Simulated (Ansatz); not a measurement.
# N: what the fields show

```yaml
crystal:
  lattice:
    - [2.31291, -4.00607, 0.00000]
    - [2.31291, 4.00607, 0.00000]
    - [0.00000, 0.00000, 14.32250]
  atoms:
    - { symbol: N, position: [0.66667, 0.33333, 0.40554] }
    - { symbol: N, position: [0.66667, 0.33333, 0.91602] }
    - { symbol: N, position: [0.66667, 0.33333, 0.32875] }
    - { symbol: N, position: [0.66667, 0.33333, 0.83922] }
    - { symbol: N, position: [0.33333, 0.66667, 0.67125] }
    - { symbol: N, position: [0.33333, 0.66667, 0.16078] }
    - { symbol: N, position: [0.33333, 0.66667, 0.59446] }
    - { symbol: N, position: [0.33333, 0.66667, 0.08398] }
```

Space group P-3m1; a structure from a database of computed crystals, not necessarily the ambient phase.

These are results of Ansatz 0.2.0, DFT PBEsol, scalar-relativistic, plane waves, PAW, not measurements.

The density is the valence pseudo-density of a PAW calculation; it isn't the true density close to the nuclei.

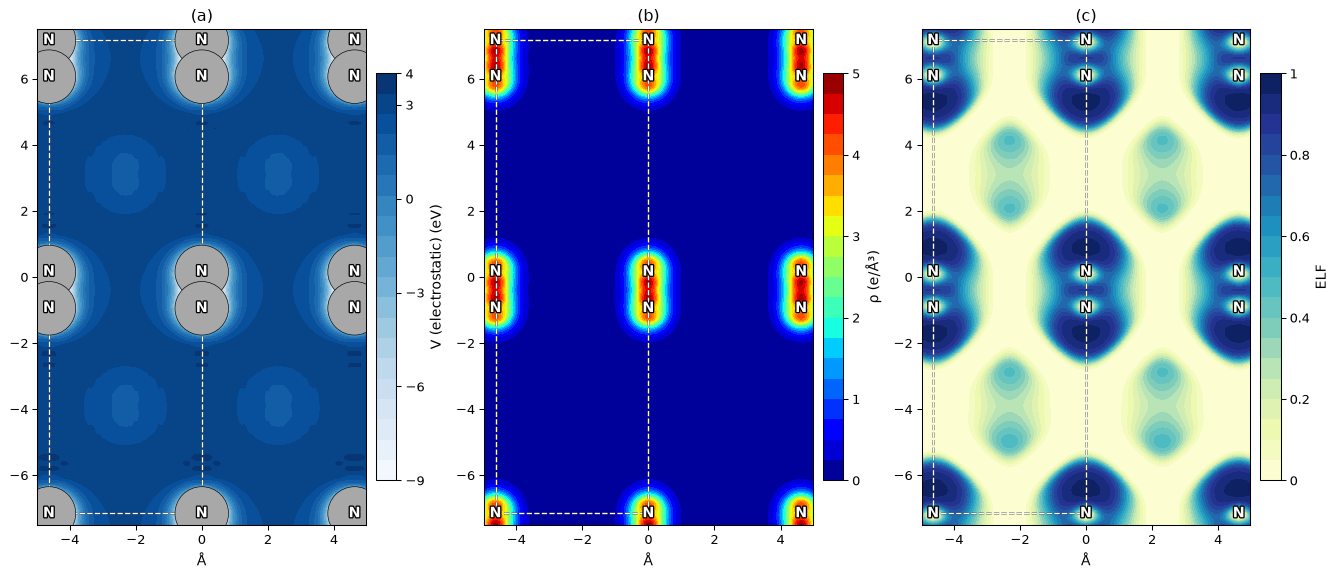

Figure 1. (a) electrostatic potential energy of an electron; (b) valence electron density; (c) ELF on the (010) plane of the conventional cell. Grey discs cover the atomic cores in the potential map.

### Read the bonding off the picture.

The section cuts through N sites.
N–N (1.10 Å): ρ at the midpoint is about 4.6 e/Å³; the ELF peaks at about 0.85 between the atoms (inside overlapping PAW spheres, so only a guide); a multiple bond.
The density dies away to nearly zero in the voids.
The ELF also peaks beside N, away from the bonds: lone-pair regions.
Outside the cores the potential energy rises away from the atoms and is highest about 1.3 Å from the nearest atoms; its zero is arbitrary.

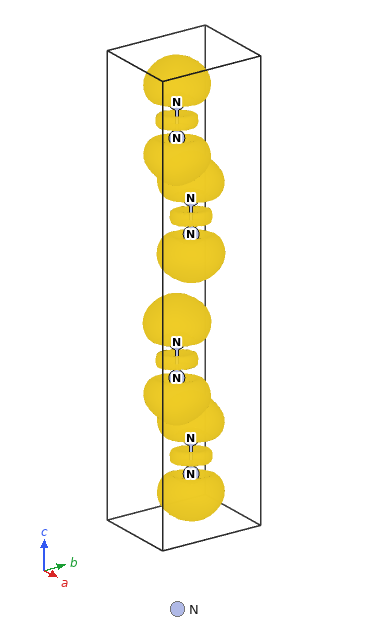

Figure 2. Isosurface of the electron localisation function at 0.75 (yellow), seen slightly off an axis. Only the valence region is drawn (cores and ρ < 0.01 e/Å³ removed). Sticks mark near contacts.

### Describe the localisation domains.

The surface consists of four regions between bonded N–N atoms (shared pairs) and eight lobes on N, pointing away from the bonds (lone pairs), counted in one cell of 8 atoms. Any copies at cell faces, edges or corners count once.

### Does the calculation give a band gap?

It is gapped, with a Kohn–Sham gap of 7.4 eV on the k-point mesh (the band edges may lie off the mesh, which would make the gap smaller).
